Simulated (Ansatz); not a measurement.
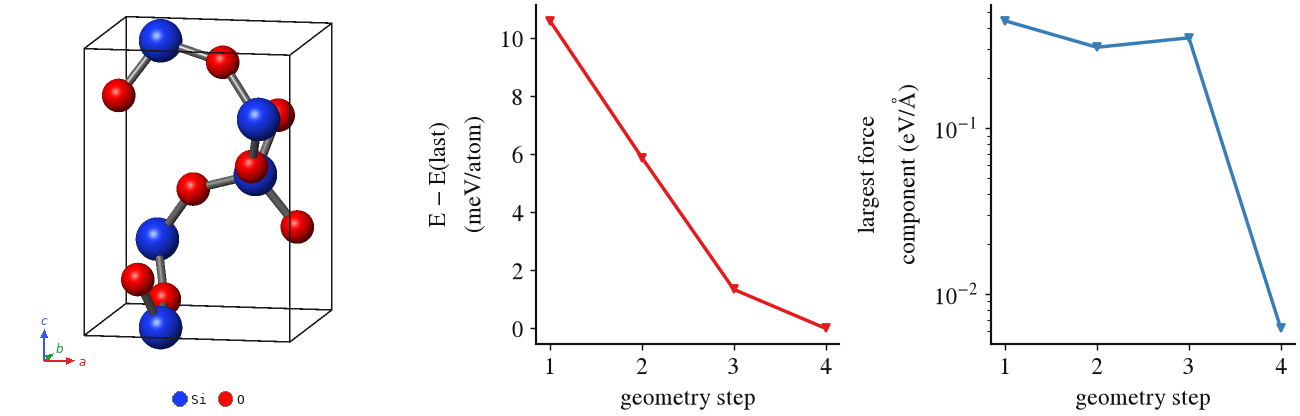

Beside the plot: the structure at the start.

History of a geometry optimisation. The run: SiO₂ (P4_12_12, 12 atoms in the cell), by DFT, PBE, plane-wave PAW, default files, scalar-relativistic (Ansatz 0.2.0); cutoff 420 eV, 5×5×4 k-mesh, Fermi–Dirac smearing of 0.02 eV. Only the atoms move.

The optimisation met its thresholds at geometry 4, counting the start as the first. The energy fell by about 10.5 meV/atom from the first step to the last. The largest force component goes from about 0.44 eV/Å at the start to 6 × 10⁻³ eV/Å at the end.
